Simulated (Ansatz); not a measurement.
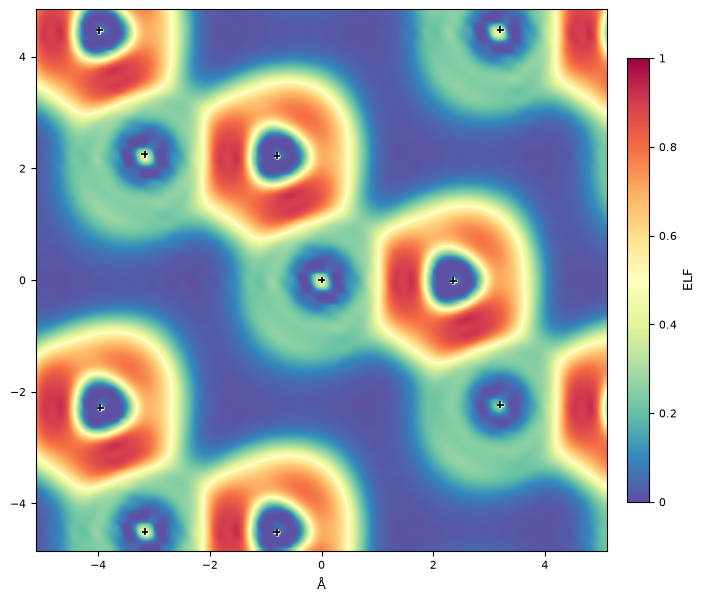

The electron localisation function on a plane through atoms (crosses mark nuclei in the plane).

The calculation used DFT PBE, scalar-relativistic, plane waves, PAW in Ansatz 0.2.0.

Candidates:
A. SiC, a = 5.07 Å, b = 6.18 Å, c = 6.18 Å, α = 120.00°, β = 90.00°, γ = 90.00°. Space group P6₃mc; a structure from a database of computed crystals, not necessarily the ambient phase.
B. SiNi, a = 6.11 Å, b = 6.52 Å, c = 4.71 Å, α = 90.00°, β = 90.00°, γ = 90.00°. Space group Cmm2; not relaxed (largest force 0.4 eV/Å); computed without spin polarisation.
C. Ga16P17 (cell charge +1, with a compensating background) (cell with a defect), a = 9.54 Å, b = 9.54 Å, c = 9.54 Å, α = 109.47°, β = 109.47°, γ = 109.47°. 

**Which system is this?**

Candidate C: Ga16P17 on the (100) plane of the calculation cell, which holds Ga and P. Ga–P (2.36 Å): the ELF peaks at about 0.95 in the valence shell of P, 0.7 Å from its nucleus, and is about 0.75 at the midpoint.
